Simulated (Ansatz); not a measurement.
## SnO$_{2}$: geometry relaxation (part 2 of 3)

SnO$_{2}$ (slab, 18 atoms in the cell); DFT PBEsol, scalar-relativistic, plane waves, PAW, no spin polarisation (Ansatz 0.2.0); cutoff 420 eV, 4×6×1 k-mesh, Gaussian smearing of 0.05 eV. The structure derives from an entry of the Crystallography Open Database. The input holds or restrains some coordinates. Forces given for the steps count only the free coordinates. It belongs to a series of runs on one base structure; here: upper atoms moved at random (sigma 0.25 Å), then relaxed.

Geometry of the input (Å; fractional positions):
```
6.4241  0.0000  0.0000
0.0000  4.7690  0.0000
0.0000  0.0000  21.6167
O  0.2500  0.1937  0.3470
O  0.7500  0.1937  0.3470
Sn 0.0000  0.0000  0.3897
Sn 0.5000  0.0000  0.3897
O  0.2500  0.8063  0.4324
O  0.7500  0.8063  0.4324
O  0.0000  0.3063  0.4573
O  0.5000  0.3063  0.4573
Sn 0.2489  0.5012  0.5009
Sn 0.7545  0.4965  0.5003
O  -0.0032  0.7030  0.5408
O  0.4993  0.7137  0.5406
O  0.2349  0.3029  0.5771
O  0.8161  0.2696  0.5806
Sn -0.0013  0.0861  0.6059
Sn 0.5254  0.0304  0.6047
O  0.3152  0.9140  0.6775
O  0.7224  0.9660  0.6834
```

Output, continued:
```
SCF iter   1: F=—  HF=-42423.770047 eV  |F-HF|=—  |Δ(HF+E_count)|=         —  Δρ=1.53e-4  dr2=3.09e-4  ethr=1.02e-6  p=-0.055 e·Å  D=-1.51e-2 V/Å  ΔV_dip=0.33 eV  dr2_dipole=9.02e-5  V_vac-E_F(+/−)=7.20/6.87 eV  ⟨swp⟩=2.0  Hψ=2351  notcnv=0  defer=44
efield: sawtooth ramp at fractional position 0.9952 (handed on by an earlier solve), width 0.0400; the density the first Hamiltonian is built on has a dipole p = -0.055 e·Å; the dipole correction subtracts the counter field D = -1.51e-2 V/Å, which shifts the + side's vacuum level by +0.33 eV against the − side's; the planar-averaged density in the ramp window peaks in size at 3.1e-6 e/Å³
preconditioner: auto → Resta (q_TF=auto, 2.144 Å⁻¹)  ε∞=2.0  [insulator: Δε(μ)=1.396 eV  Ē_g=17.999 eV  σ=0.050 eV  W_gap=1.00  n_scr=112 (ndim 8)  ℏωp=18.0 eV  f_vac=0.614  D(μ)=0.00/eV (n_scr^D=0)  ε∞_Penn≈2.0  vacuum switching on, ρ_ref=2.3e-2 e/Å³]
SCF iter   2: F=—  HF=-42423.769979 eV  |F-HF|=—  |Δ(HF+E_count)|=   6.75e-5  Δρ=1.42e-4  dr2=1.22e-4  ethr=1.98e-7  p=-0.048 e·Å  D=-1.32e-2 V/Å  ΔV_dip=0.29 eV  dr2_dipole=1.40e-5  V_vac-E_F(+/−)=7.17/6.88 eV  ⟨swp⟩=2.0  Hψ=1920  notcnv=0  defer=44
SCF iter   3: F=—  HF=-42423.769964 eV  |F-HF|=—  |Δ(HF+E_count)|=   1.52e-5  Δρ=6.89e-5  dr2=2.41e-5  ethr=7.79e-8  p=-0.050 e·Å  D=-1.38e-2 V/Å  ΔV_dip=0.30 eV  dr2_dipole=2.11e-6  V_vac-E_F(+/−)=7.18/6.88 eV  ⟨swp⟩=2.0  Hψ=1736  notcnv=0  defer=44
SCF iter   4: F=—  HF=-42423.769841 eV  |F-HF|=—  |Δ(HF+E_count)|=   1.23e-4  Δρ=2.80e-5  dr2=3.21e-6  ethr=1.55e-8  p=-0.050 e·Å  D=-1.36e-2 V/Å  ΔV_dip=0.29 eV  dr2_dipole=1.29e-7  V_vac-E_F(+/−)=7.17/6.88 eV  ⟨swp⟩=2.0  Hψ=1602  notcnv=0  defer=44
SCF iter   5: F=—  HF=-42423.769840 eV  |F-HF|=—  |Δ(HF+E_count)|=   4.51e-7  Δρ=1.39e-5  dr2=1.08e-6  ethr=2.06e-9  p=-0.050 e·Å  D=-1.36e-2 V/Å  ΔV_dip=0.29 eV  dr2_dipole=9.07e-9  V_vac-E_F(+/−)=7.17/6.88 eV  ⟨swp⟩=2.0  Hψ=1685  notcnv=0  defer=44
SCF iter   6: F=—  HF=-42423.769840 eV  |F-HF|=—  |Δ(HF+E_count)|=   1.37e-7  Δρ=4.24e-6  dr2=1.07e-7  ethr=6.92e-10  p=-0.050 e·Å  D=-1.36e-2 V/Å  ΔV_dip=0.29 eV  dr2_dipole=2.04e-10  V_vac-E_F(+/−)=7.17/6.88 eV  ⟨swp⟩=2.0  Hψ=1714  notcnv=0  defer=44
SCF iter   7: F=-42423.769840 eV  HF=-42423.769840 eV  |F-HF|=2.34e-9  |Δ(HF+E_count)|=   4.26e-9  Δρ=1.75e-6  dr2=1.50e-8  ethr=6.41e-11  p=-0.050 e·Å  D=-1.36e-2 V/Å  ΔV_dip=0.29 eV  dr2_dipole=2.26e-11  V_vac-E_F(+/−)=7.17/6.88 eV  ⟨swp⟩=18.5  Hψ=11126  notcnv=0
SCF 8 converged in 7 iterations: F = -42423.769840 eV  dr2 = 1.50e-8
relax step   8: F+E_penalty+E_count = -42423.76984023 eV  Δ(F+E_penalty+E_count) = -1.906e-4 eV  max|allowed force component| = 2.872e-3 eV/Å  Δτ_max = 0.0022 Å  (7 SCF iters, accepted)
```

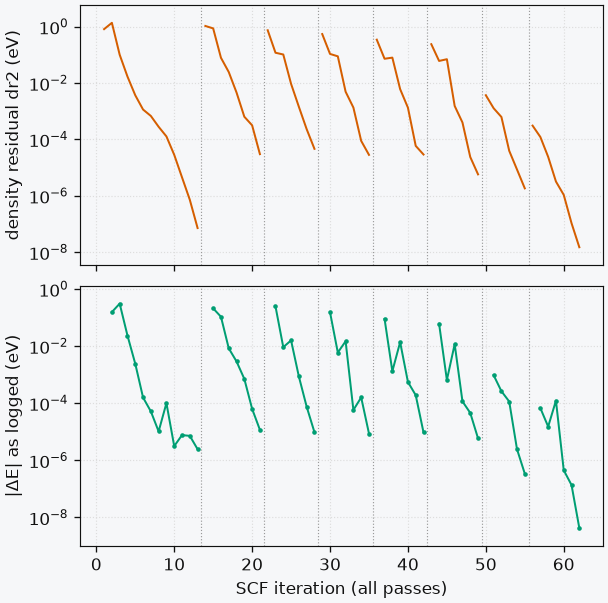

Figure 1. Convergence of the self-consistent field: density residual dr2 and size of the energy change against the SCF iteration. The dotted lines part the SCF passes of the relaxation: geometry steps, rejected trials and re-solves on a re-selected basis. The 8 passes take 6 to 13 iterations each, 62 in all.

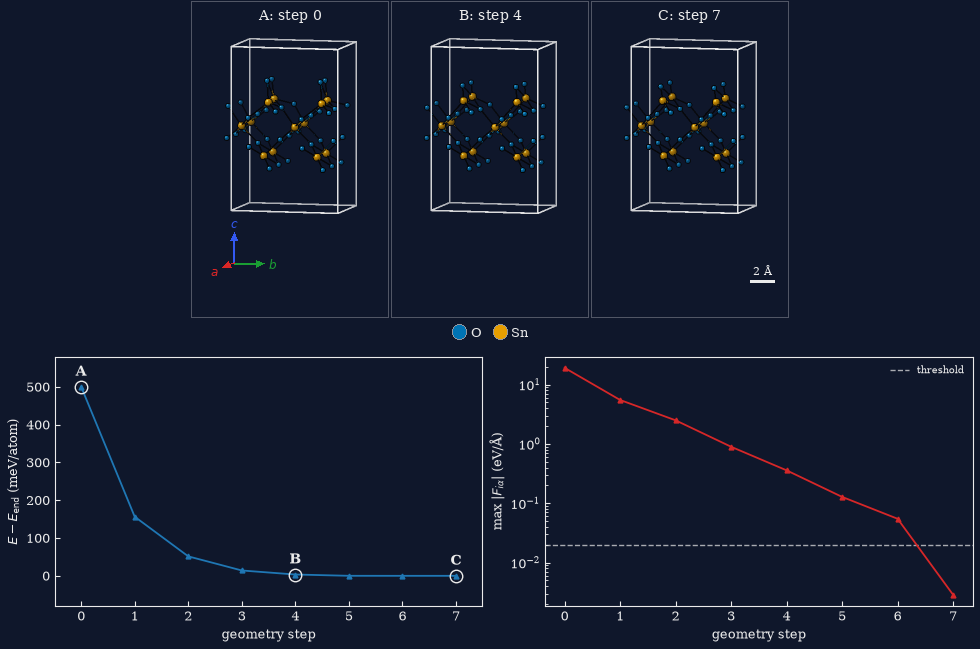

Figure 2. Frames of the restrained relaxation (ball-and-stick view of the 1 × 2 repeat of the cell, with the vacuum cut short (origin shifted), with bonded neighbours outside it, seen slightly off an axis) above the curves, on which the letters mark them (the first geometry is step 0 here and step 1 in the log).

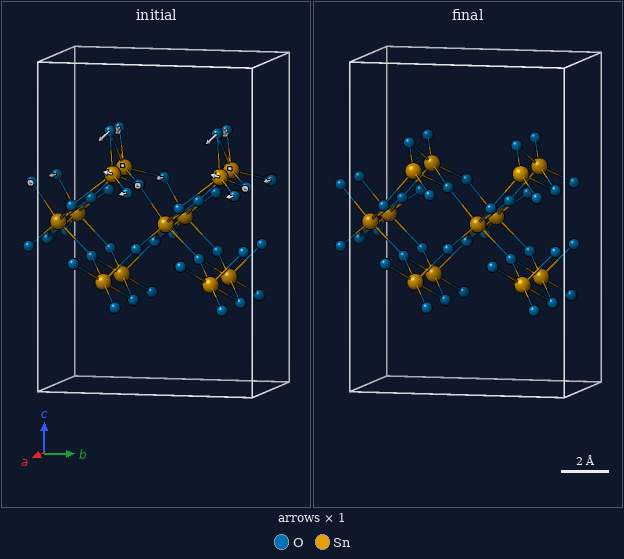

Figure 3. Before (left) and after (right) the restrained relaxation, at one scale (ball-and-stick view of the 1 × 2 repeat of the cell, with the vacuum cut short (origin shifted), with bonded neighbours outside it, seen slightly off an axis). The white arrows give the displacements, at true length. After 7 geometry steps the energy has fallen by 500 meV per atom. Largest force component: 19 eV/Å at the start, 0.0029 eV/Å at the end. The atom that moves furthest is O18 (0.75 Å). Largest moves by element: O 0.75 Å, Sn 0.51 Å. The cell doesn't change. Distances before and after: Sn15–O17 2.684 → 2.009 Å, O14–Sn15 1.562 → 2.136 Å, Sn15–O18 2.508 → 2.009 Å, O11–Sn15 2.306 → 2.031 Å. New bonds form: Sn15–O17 (2.68 → 2.01 Å). Among the angles that change: O17–Sn16–O18 75.6° → 106.2°, O13–Sn16–O18 138.6° → 164.9°, Sn15–O18–Sn16 81.6° → 106.2°. (Atoms are counted from 1 in the order of the input.)

```
WARN: The output density's exchange-correlation potential varies sharply where the density is thin. Do not read a vacuum level from v_tot or v_xc, or from such a field of the output density. On a cell that repeats whose density bears no net charge and no dipole along the vacuum's axis use v_es (v_loc + v_h of the components); under efield.dipole_correction with no amplitude use v_es + v_field, which holds any external_charges[].barrier, or the levels of the report's work_function block, which leave it out; under a non-zero efield.amplitude the vacuum is tilted and has no level; on a cell that repeats and bears such a dipole with no correction it is tilted too, and efield.dipole_correction with no amplitude gives each side of its ramp a level where efield: is served; in a cell that repeats whose density bears a net charge (total_charge, or a fill off its count) it is curved and has none; of a slab under crystal.periodic whose density bears no net charge use v_es, which has a level on each side, short of where the two are joined; of another it falls or rises all the way out and has none; of a slab beside external_charges read slab_vacuum_level instead, which it has where they leave it neutral. The grid or the basis barely resolves most such structure, and the values can differ between equally converged runs; as a rule a tighter scf.convergence.dr2_threshold does not remove it. Where the density itself ripples (under the LDA too) a higher basis.ecutwfc lessens it. The files hold the spikes' plane waves up to the density's cutoff. Files: v_tot_of_output_density and the like, and their columns of v_z.tsv (output.write_potential); v_xc_of_output_density and the like, and their columns of v_comp_z.tsv (output.write_potential_components). Measured: with its Gaussian average of σ = 0.25 Å subtracted twice, the exchange-correlation potential is over 0.1 eV at 952 of the grid points where the equally averaged density (valence and model cores) is under 1e-3 e/Å³, and 0.387 eV at the most among them, at an averaged density of 1.0e-3 e/Å³. The input density's (outcome.potential() and, of a run that writes arrays, v_tot and v_xc) is over 0.1 eV, so measured, at 909 points of its own thin density, 0.388 eV at the most. See output.write_potential in the manual, Limitations
SCF converged after 7 iterations
Free energy (F): -42423.769840 eV
Harris-Foulkes:  -42423.769840 eV  (|F-HF|=2.34e-9)
Internal energy: -42423.769840 eV  (E = F + TS)
E sigma→0 (E₀):  -42423.769840 eV
Fermi energy:    -1.400782 eV
Dipole field:    D = -0.013567 V/Å  (p = -0.049654 e·Å, saw-weighted, corrected)
Work function:   Φ+ = 7.1732 eV   Φ− = 6.8799 eV
Levels:          The Fermi level and band energies are counted from a zero that moves with the ramp; work functions are not
--- Per-component energies (eV) ---
  E_band       = -2119.485217
  E_kinetic    = 3218.435484
  E_local      = -123586.077948  (includes V_loc(G=0)·N_el)
  E_nonlocal   = 413.560403
  E_hartree    = 61079.492302
  E_xc         = -3127.131841
  E_vxc        = -1678.476763  (∫ρ·V_xc dr)
  E_paw        = -26275.815179  (= ΣΔE_a)
  E_vpaw       = -2645.292474  (= ΣTr[D̂ρ^β])
  E_aug_tail   = 0.029106  (compensation charges beyond the density's cutoff)
  E_efield     = 0.000337  (sawtooth field / dipole correction)
  E_vefield    = -0.647063  (∫n·V_field dr)
  E_ewald      = 45851.605001
  E_core_change = 2.132493  (= ΣΔE_core)
  E_smearing   = -0.000000  (= −TS)
  E_closure    = 0.000000  (closes the sum)
  Σ components = -42423.769840   (vs F -42423.769840, Δ=0.00e0)
--- Forces (eV/Å), atoms counted from 1 ---
  atom   1  O     -0.00001270    -1.32321950     0.22858446
  atom   2  O     -0.00000104    -1.32314045     0.22861076
  atom   3  Sn     0.00013524     2.17153161    -0.45041610
  atom   4  Sn    -0.00014689     2.17155166    -0.45038769
  atom   5  O      0.00005949    -0.81719650     0.03129311
  atom   6  O      0.00005074    -0.81691537     0.03080579
  atom   7  O      0.00071681    -0.03244646     0.19087304
  atom   8  O     -0.00042267    -0.03240430     0.19085437
  atom   9  Sn     0.00021455     0.00287158    -0.00041119
  atom  10  Sn    -0.00019879     0.00283835     0.00005507
  atom  11  O     -0.00000499     0.00037398    -0.00036169
  atom  12  O      0.00001864     0.00045734    -0.00036904
  atom  13  O     -0.00002372    -0.00029884     0.00036085
  atom  14  O      0.00019666    -0.00020242     0.00098542
  atom  15  Sn    -0.00060045    -0.00147499    -0.00061219
  atom  16  Sn     0.00020457    -0.00182259    -0.00076898
  atom  17  O      0.00011536     0.00022223     0.00069167
  atom  18  O     -0.00030066    -0.00065048     0.00016804
  max |Σ_I F_I| component: 7.48e-5 eV/Å
--- Band table (eV; the first three rows and the last of 14) ---
  k-point 0: bands = ["-23.0440", "-23.0092", "-22.9060", "-22.7376", "-22.7134", "-22.4665", "-22.3723", "-22.2758", "-22.1880", "-22.1555", "-22.1400", "-22.1077", "-22.1013", "-22.0989", "-22.0950", "-22.0864", "-22.0584", "-22.0201", "-22.0179", "-22.0090", "-22.0035", "-21.9959", "-21.9936", "-21.9588", "-21.9536", "-21.9125", "-21.9076", "-21.9014", "-21.8622", "-21.7789", "-20.6485", "-19.8137", "-19.3848", "-19.1392", "-18.8333", "-18.6854", "-18.0339", "-17.8149", "-17.6967", "-17.6161", "-16.8497", "-16.7508", "-9.6324", "-9.1968", "-9.0457", "-8.8338", "-7.9188", "-6.9567", "-6.8493", "-6.1826", "-5.8371", "-5.8243", "-5.7480", "-5.7369", "-5.4734", "-5.4574", "-4.8585", "-4.7814", "-4.5377", "-4.2083", "-4.1713", "-3.8031", "-3.7755", "-3.5941", "-3.4505", "-3.4247", "-3.3718", "-3.1142", "-2.9841", "-2.8968", "-2.7886", "-2.7205", "-2.6638", "-2.5463", "-2.4138", "-2.3830", "-2.2322", "-2.0963", "-0.7052", "0.2702", "1.7773", "2.2333", "2.7326", "3.8267", "3.9224", "4.0642", "4.5306", "4.7476", "5.4582", "5.6447", "5.7501", "5.7831", "5.9138", "6.3293", "6.4124", "6.6302"]
  k-point 1: bands = ["-23.0173", "-23.0112", "-22.9071", "-22.7530", "-22.7152", "-22.5114", "-22.3763", "-22.2741", "-22.1860", "-22.1534", "-22.1404", "-22.1076", "-22.1015", "-22.0971", "-22.0953", "-22.0856", "-22.0716", "-22.0226", "-22.0194", "-22.0094", "-22.0033", "-21.9955", "-21.9931", "-21.9608", "-21.9529", "-21.9109", "-21.9075", "-21.9012", "-21.8615", "-21.7782", "-20.5402", "-19.6749", "-19.3617", "-19.1348", "-18.8642", "-18.8081", "-18.0788", "-17.8649", "-17.6864", "-17.6268", "-16.8575", "-16.7606", "-9.4440", "-9.3033", "-9.2457", "-8.7631", "-7.7692", "-6.8350", "-6.7600", "-6.4871", "-6.3438", "-5.9629", "-5.6679", "-5.6572", "-5.4297", "-5.1122", "-4.8469", "-4.7129", "-4.4777", "-4.3175", "-4.1421", "-3.9794", "-3.7196", "-3.5060", "-3.4342", "-3.3969", "-3.3812", "-3.1563", "-2.9426", "-2.8972", "-2.8457", "-2.7178", "-2.6711", "-2.5582", "-2.4204", "-2.3534", "-2.2275", "-2.1105", "-0.3813", "0.4040", "1.6784", "2.2376", "2.6439", "3.6303", "4.0381", "4.0869", "4.5125", "4.5394", "5.4258", "5.6499", "5.7192", "5.7859", "5.8554", "6.2496", "6.6872", "6.8160"]
  k-point 2: bands = ["-23.0150", "-22.9422", "-22.9095", "-22.7841", "-22.7189", "-22.6244", "-22.3824", "-22.2708", "-22.1867", "-22.1494", "-22.1410", "-22.1078", "-22.1018", "-22.0959", "-22.0948", "-22.0878", "-22.0840", "-22.0319", "-22.0156", "-22.0099", "-22.0029", "-21.9980", "-21.9871", "-21.9662", "-21.9514", "-21.9077", "-21.9074", "-21.9008", "-21.8606", "-21.7769", "-20.2386", "-19.3480", "-19.3144", "-19.2512", "-19.1245", "-18.7582", "-18.3579", "-17.8778", "-17.6722", "-17.6496", "-16.8733", "-16.7811", "-9.4946", "-9.4877", "-8.9289", "-8.7594", "-7.4769", "-7.1128", "-6.9926", "-6.5821", "-6.4162", "-6.0772", "-5.6737", "-5.5752", "-5.4503", "-4.8509", "-4.7620", "-4.7566", "-4.5579", "-4.4786", "-4.1580", "-4.1235", "-3.5953", "-3.4603", "-3.3768", "-3.3358", "-3.2161", "-3.2069", "-3.0074", "-2.8960", "-2.7537", "-2.7133", "-2.6832", "-2.5762", "-2.4171", "-2.3301", "-2.2358", "-2.1547", "0.2314", "0.6892", "1.5004", "2.1838", "2.4672", "3.3254", "4.0955", "4.1881", "4.3839", "4.4710", "5.1500", "5.3540", "5.6269", "5.9527", "6.2255", "6.5576", "7.2818", "7.2906"]
  k-point 13: bands = ["-22.7659", "-22.7658", "-22.7344", "-22.7344", "-22.5930", "-22.5930", "-22.4292", "-22.4291", "-22.3512", "-22.3512", "-22.3020", "-22.3020", "-22.0913", "-22.0913", "-22.0648", "-22.0647", "-22.0387", "-22.0386", "-22.0179", "-22.0178", "-22.0100", "-22.0100", "-21.9742", "-21.9742", "-21.9613", "-21.9613", "-21.9516", "-21.9516", "-21.9063", "-21.9063", "-19.5041", "-19.5040", "-19.3894", "-19.3894", "-18.8189", "-18.8187", "-18.1849", "-18.1848", "-17.4059", "-17.4058", "-17.2460", "-17.2459", "-8.8763", "-8.8763", "-8.5016", "-8.5016", "-8.0688", "-8.0687", "-6.6189", "-6.6189", "-5.9106", "-5.9104", "-5.7335", "-5.7334", "-5.1715", "-5.1712", "-4.9485", "-4.9483", "-4.7490", "-4.7489", "-4.4580", "-4.4579", "-3.8269", "-3.8268", "-3.5718", "-3.5717", "-3.2517", "-3.2517", "-2.9807", "-2.9806", "-2.6391", "-2.6390", "-2.6083", "-2.6081", "-2.4420", "-2.4419", "-2.2062", "-2.2062", "1.2463", "1.2463", "1.9325", "1.9328", "2.8733", "2.8741", "4.7485", "4.7487", "5.0716", "5.0716", "6.0487", "6.0488", "6.1553", "6.1557", "6.5451", "6.5457", "7.2539", "7.2540"]
```
